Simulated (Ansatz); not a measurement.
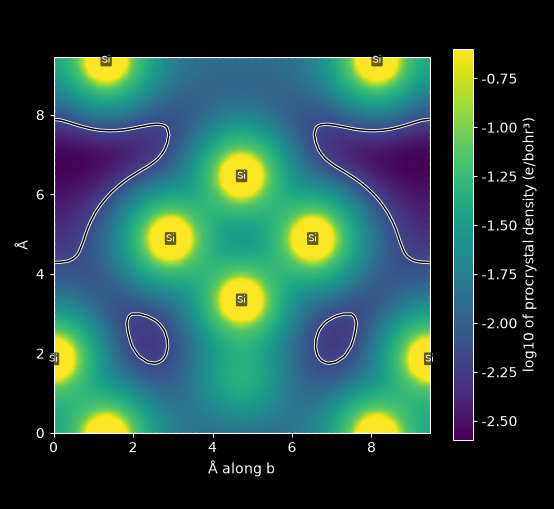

Procrystal electron density of Si (Imm2), computed on the section x = 0.000 (parallel to b and c; the dashed line is one cell). It is the sum of the densities of spherically averaged neutral Hartree-Fock atoms, not a self-consistent density. The black line is the 0.007 e/bohr³ contour that bounds the voids. The usual level for crystal voids is 0.002 e/bohr³; this crystal has almost no region below it, so a higher level is used, which marks the interstitial space of lowest density.

The cell is taken from the end point of a relaxation in a fixed cell with DFT PBE, scalar-relativistic, plane waves, PAW (Ansatz 0.2.0).

```cif
data_structure
_symmetry_space_group_name_H-M 'P 1'
_symmetry_Int_Tables_number 1
_cell_length_a 7.7221
_cell_length_b 9.4633
_cell_length_c 9.4633
_cell_angle_alpha 90.000
_cell_angle_beta 90.000
_cell_angle_gamma 90.000
_cell_volume 691.53
loop_
_atom_site_label
_atom_site_type_symbol
_atom_site_fract_x
_atom_site_fract_y
_atom_site_fract_z
_atom_site_occupancy
Si1 Si 0.00000 0.50000 0.35342 1
Si2 Si 0.75496 0.50000 0.82883 1
Si3 Si 0.24504 0.50000 0.82883 1
Si4 Si 0.83805 0.50000 0.14586 1
Si5 Si 0.16195 0.50000 0.14586 1
Si6 Si 0.00000 0.50000 0.68316 1
Si7 Si 0.50000 0.50000 0.69685 1
Si8 Si 0.23315 0.69084 0.99499 1
Si9 Si 0.76685 0.69084 0.99499 1
Si10 Si 0.00000 0.13993 0.99131 1
Si11 Si 0.50000 0.18901 0.01661 1
Si12 Si 0.23315 0.30916 0.99499 1
Si13 Si 0.76685 0.30916 0.99499 1
Si14 Si 0.00000 0.86007 0.99131 1
Si15 Si 0.50000 0.81099 0.01661 1
Si16 Si 0.50000 0.00000 0.85342 1
Si17 Si 0.25496 0.00000 0.32883 1
Si18 Si 0.74504 0.00000 0.32883 1
Si19 Si 0.33805 0.00000 0.64586 1
Si20 Si 0.66195 0.00000 0.64586 1
Si21 Si 0.50000 0.00000 0.18316 1
Si22 Si 0.00000 0.00000 0.19685 1
Si23 Si 0.73315 0.19084 0.49499 1
Si24 Si 0.26685 0.19084 0.49499 1
Si25 Si 0.50000 0.63993 0.49131 1
Si26 Si 0.00000 0.68901 0.51661 1
Si27 Si 0.73315 0.80916 0.49499 1
Si28 Si 0.26685 0.80916 0.49499 1
Si29 Si 0.50000 0.36007 0.49131 1
Si30 Si 0.00000 0.31099 0.51661 1
```

What share of the cell is void by this measure?

Answer. The voids take about 11 % of the cell (76 Å³ of 691.5 Å³) and are bounded by about 190 Å² of surface per cell.

Are the voids connected in the whole crystal?

Answer. Where they connect, they form one-dimensional channels along [100].

How low does the density fall, and where?

Answer. To about 0.0026 e/bohr³ near 0.00, 0.00, 0.71 (fractional), 2.7 Å from the nearest nucleus.

At what density do the voids first join through the crystal?

Answer. At about 0.0054 e/bohr³, as one-dimensional channels along [100].
